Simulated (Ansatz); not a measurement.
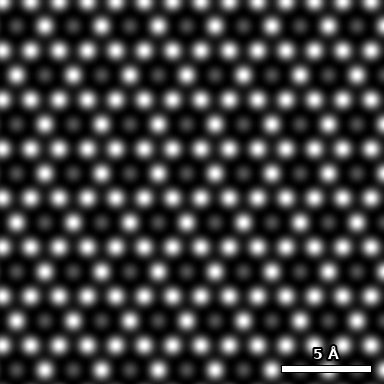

Integrated-DPC-like image of Cu₃O (Pm-3m, No. 221) along [111]. Simulated as the projected potential of neutral atoms (B = 0.5 Å²) blurred by a 0.68 Å probe, the thin-sample limit of integrated differential phase contrast.

One planar defect was built into the perfect crystal by geometry alone, without relaxation. Host structure: the end point of a relaxation with DFT PBE, scalar-relativistic, plane waves, PAW in Ansatz; the starting structure was generated, so it need not be a known form of this composition.

Q: Find the planar defect and say what kind it is.

A planar fault (a stacking fault or antiphase boundary) runs horizontally about 9 Å below the top edge. The part above it is shifted along the boundary by 1/2 of the 3.25 Å repeat of the rows (1.6 Å to the right, the same as to the left); both parts keep the same orientation.
